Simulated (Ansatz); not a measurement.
Input of the run:

```
crystal:
  lattice:
    - [0.0, 2.0985961725, 2.0985961725]
    - [2.0985961725, 0.0, 2.0985961725]
    - [2.0985961725, 2.0985961725, 0.0]
  atoms:
    - { symbol: Li, position: [0.0, 0.0, 0.0] }
    - { symbol: H, position: [0.5, 0.5, 0.5] }
kpoints:
  mp_grid: { grid: [10, 10, 10] }
  band_path:
    path:
      - [0.0, 0.0, 0.0]
      - [0.5, 0.0, 0.5]
      - [0.625, 0.25, 0.625]
      - [0.375, 0.375, 0.75]
      - [0.5, 0.5, 0.5]
      - [0.5, 0.25, 0.75]
      - [0.0, 0.5, 0.5]
    npoints: 1
hamiltonian:
  xc: pbe
scf:
  occupations: { method: fermi_dirac, width: 0.02 }
  n_extra_bands: 4
output:
  forces: true
  stress: true
  eigenvalues: true
```

Command:
```bash
ansatz run input.yaml --threads 4 --pin off --max-ram 5529MiB --backend cpu --events-out ev --progress --plain --runs-dir out
```

What does the calculation give for the electronic structure?

There is a gap; over the k points computed it is 3.07 eV (direct among those points). The upper group of valence states starts about 4.9 eV under the valence-band top, with a gap beneath it; it holds about 2 electrons a cell.

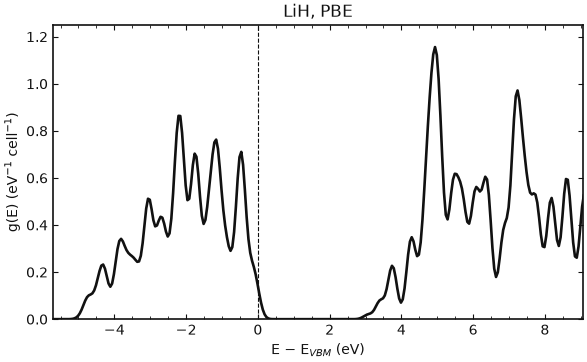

Density of states. Energies are counted from the top of the valence band. The curve is built from the levels of the k mesh with Gaussians 0.3 eV wide, which also blur the band edges.
